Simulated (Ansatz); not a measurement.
AgCl

Input

```
crystal:
  lattice:
    - [4.4745449669, 0.0, 0.0]
    - [-2.2372724834, 3.8750696117, 0.0]
    - [0.0, 0.0, 5.7889515629]
  atoms:
    - { symbol: Ag, position: [0.3333333333, 0.6666666667, -0.0622203148] }
    - { symbol: Ag, position: [0.6666666667, 0.3333333333, 0.4377796852] }
    - { symbol: Cl, position: [0.3333333333, 0.6666666667, 0.4372203148] }
    - { symbol: Cl, position: [0.6666666667, 0.3333333333, 0.9372203148] }
kpoints:
  mp_grid: { grid: [6, 6, 4] }
  band_path:
    path:
      - [0.0, 0.0, 0.0]
      - [0.5, 0.0, 0.0]
      - [0.3333333333, 0.3333333333, 0.0]
      - [0.0, 0.0, 0.5]
      - [0.5, 0.0, 0.5]
      - [0.3333333333, 0.3333333333, 0.5]
    npoints: 1
hamiltonian:
  xc: pbe
scf:
  occupations: { method: fermi_dirac, width: 0.02 }
  n_extra_bands: 5
output:
  forces: true
  stress: true
  eigenvalues: true
  write_density: true
  write_potential: true
  elf: true
  volumetric_format: npy
```

Run with:

```sh
ansatz run input.yaml --threads 4 --pin off --max-ram 4608MiB --backend cpu --events-out ev --progress --plain --runs-dir out
```

Below, planes, directions and counts refer to the conventional cell (a = 4.47 Å, b = 4.47 Å, c = 5.79 Å, α = 90.00°, β = 90.00°, γ = 120.00°).

Space group P6₃/mmc; started from the wurtzite prototype, which need not be the ambient phase; changed on purpose from its base cell (epitaxial xy strain -1.0%).

All numbers below come from Ansatz, DFT, PBE, plane waves, PAW.

Core electrons are frozen (PAW), and the valence fields are smoothed inside the atomic spheres.

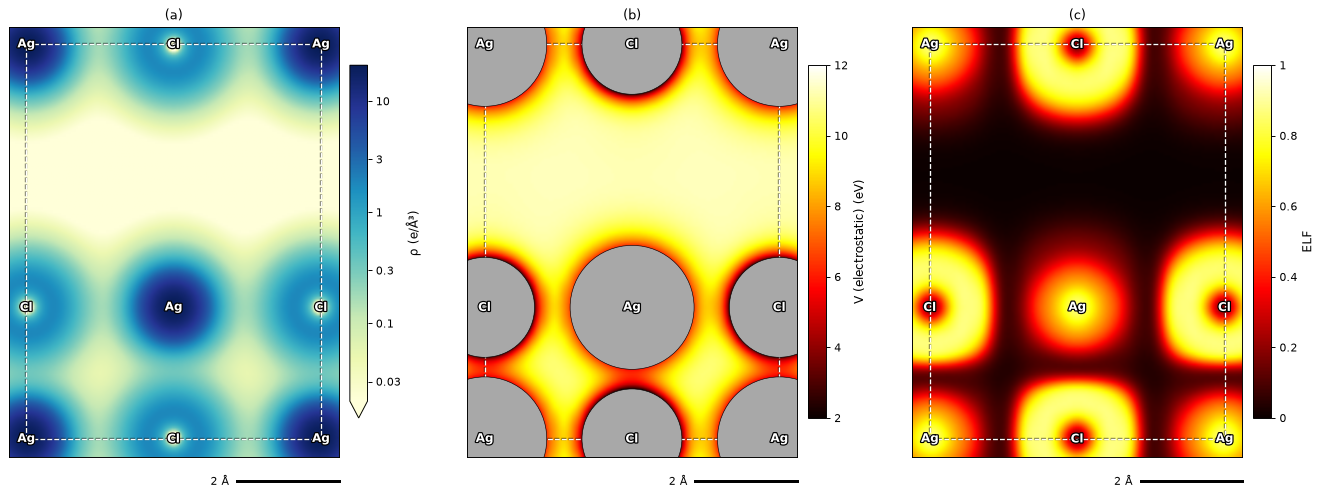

Figure 1. (a) valence charge density (pseudo); (b) electrostatic potential (local pseudopotential plus Hartree) felt by an electron; (c) electron localisation function on the (110) plane of the conventional cell. Grey discs cover the atomic cores in the potential map.

What does the map show?

- Atoms in the plane: Ag and Cl.
- Ag–Cl (2.58 Å): ρ is about 0.34 e/Å³ halfway; the ELF peaks at about 0.85 in the valence shell of Cl, 0.7 Å from its nucleus, and drops to about 0.10 between the two atoms (no localised pair shows between them).
- Ag–Cl (2.90 Å): ρ is about 0.18 e/Å³ halfway; the ELF is about 0.10 at the midpoint (no localised pair shows between them).
- Between the atoms the lowest density in this plane is 0.004 e/Å³.
- The features right at Ag lie inside the PAW spheres, where the map follows smoothed inner orbitals and isn't to be read closely.
- Outside the cores the potential energy rises away from the atoms and is highest about 2.8 Å from the nearest atoms; its zero is arbitrary.

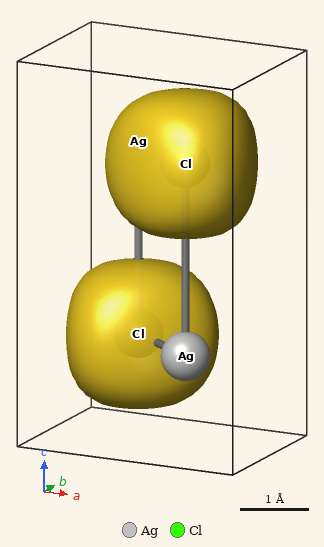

Figure 2. Isosurface of the ELF at 0.65 (yellow), seen slightly off an axis. Only the valence region is drawn (cores and ρ < 0.01 e/Å³ removed). Sticks mark near contacts.

Where are the electrons localised?

The ELF exceeds this value in two regions wrapped around Cl (the valence shell of each), counted in one cell of 4 atoms. Regions shared between cells count once.


 Ag–Cl (2.89 Å): the ELF is about 0.10 at the midpoint (no shared electron pair shows on this line).

Metal or insulator at this level of theory?

It is gapped, with a Kohn–Sham gap of 1.3 eV on the k-point mesh, an upper bound to the gap of this method.
